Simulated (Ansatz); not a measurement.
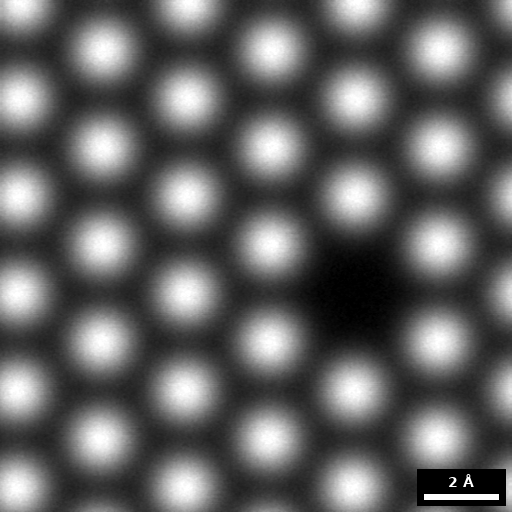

HAADF-like image of Al (P6/mmm, No. 191) along [001]. Simulation: incoherent imaging, intensity Z^1.6 per atom, probe width 1.30 Å, thin sample. The probe carries 15 % of its weight in a tail 2.5 times as wide. The display is stretched by a gamma of 0.8; percentages refer to the linear signal. Shot noise and a slight drift were added.

The sample is 1 repeat (2.9 Å) thick. One point defect was put into the perfect crystal, without relaxing the atoms around it. Brightness is counted from the darkest point of the image. Host structure: coordinates from a relaxation with DFT, revPBE, plane waves (420 eV) with PAW, scalar-relativistic in Ansatz 0.2.0; the starting structure was generated, so it need not be a known form of this composition.

**Where is the defect (in Å from the left and the top edge), and what does its contrast suggest?**

At about 10 Å from the left and 8 Å from the top. The column has all but vanished there, which points to a vacancy or a much lighter atom. The column holds 1 atom (Al) through the sample, and one Al atom is missing, so its peak vanishes.
